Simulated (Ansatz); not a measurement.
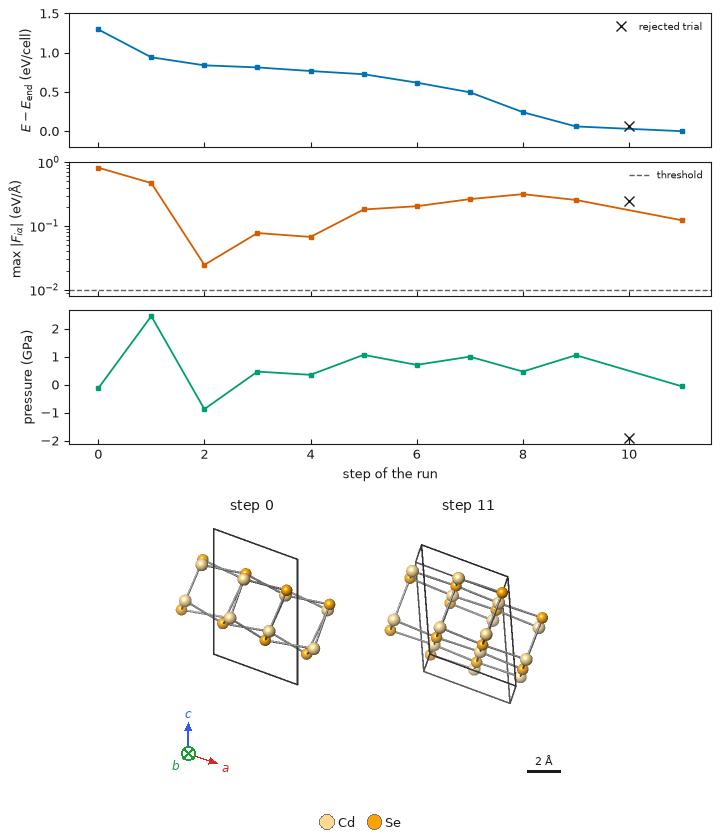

First and last geometry of a relaxation of solid CdSe (built on the HgF-139 type type), with the history of the run. A ball-and-stick model of the cell of the calculation, reduced to other axes, seen along the b axis. Lengths and directions refer to the drawn axes.

Case: shaken.

These are results of DFT, PBEsol, plane waves, PAW in Ansatz 0.2.0, not measurements.

Input file:
```yaml
crystal:
  lattice:
    - [-1.8474786038, 1.9386603109, 7.182191755]
    - [2.0221646148, -1.9005105661, 7.2193108362]
    - [3.7168400302, 3.8229039548, -14.3436405452]
  atoms:
    - { symbol: Cd, position: [0.8155649415, 0.7585243864, -0.0455932222] }
    - { symbol: Cd, position: [0.2115274186, 0.1747928222, 0.0321538771] }
    - { symbol: Se, position: [0.658865215, 0.6253093224, 0.0089110821] }
    - { symbol: Se, position: [0.3615855744, 0.3919190357, 0.0069022118] }
    - { symbol: Cd, position: [0.8024531128, 0.8226151872, 0.4837945383] }
    - { symbol: Cd, position: [0.1589561508, 0.1225495504, 0.4830662821] }
    - { symbol: Se, position: [0.6507379547, 0.630662596, 0.501313171] }
    - { symbol: Se, position: [0.3256101558, 0.3765200374, 0.4867032772] }
kpoints:
  mp_grid: { grid: [6, 6, 6] }
hamiltonian:
  xc: pbesol
scf:
  occupations: { method: fermi_dirac, width: 0.05 }
relax:
  f_tol: 0.01
  cell: {}
  max_steps: 120
```

Run as
```bash
ansatz run input.yaml --threads 2 --pin off --max-ram 2211MiB --backend cpu --events-out ev --progress --plain --runs-dir out
```

**Did the run converge, and what did it change?**

The run was cut off at its time limit before the relaxation converged, so the last structure is only a point on the way. The atom that moves furthest relative to the cell is Se4 (0.77 Å roughly along −b). By element the largest moves are Se 0.77 Å, Cd 0.68 Å. The drawn cell changes as follows: a 5.451 → 5.624 Å (+3.2 %), b 5.482 → 5.612 Å (+2.4 %), c 7.665 → 6.891 Å (−10.1 %), α 91.0° → 114.1°, β 110.1° → 113.8°, γ 90.5° → 89.9°; the volume changes by −17.2 %. Among the contacts that change: Cd1–Se7 5.024 → 2.827 Å, Se3–Cd5 5.053 → 2.877 Å, Se4–Cd6 4.995 → 2.840 Å, Cd2–Se8 4.905 → 2.854 Å. New bonds form, among them: Cd1–Se7 (5.02 → 2.83 Å), Cd2–Se8 (4.90 → 2.85 Å), Se3–Cd5 (5.05 → 2.88 Å), Se4–Cd6 (5.00 → 2.84 Å). Bond angles that change, for instance: Cd1–Se4–Cd1 154.4° → 176.4°, Se4–Cd1–Se4 154.4° → 176.4°, Se4–Cd5–Se4 155.5° → 175.3°. The space group stays P1 (No. 1). The energy falls by 1.297 eV per cell of the calculation in 10 accepted moves (11 points after the start). The largest force component goes from 0.82 to 0.12 eV/Å. Pressure: −0.13 GPa at the start and −0.06 GPa at the end. The line search rejected the trial step at point 10 of the run.

Limits of the set-up: layers or molecules are held without a dispersion correction, so their spacing is unreliable.
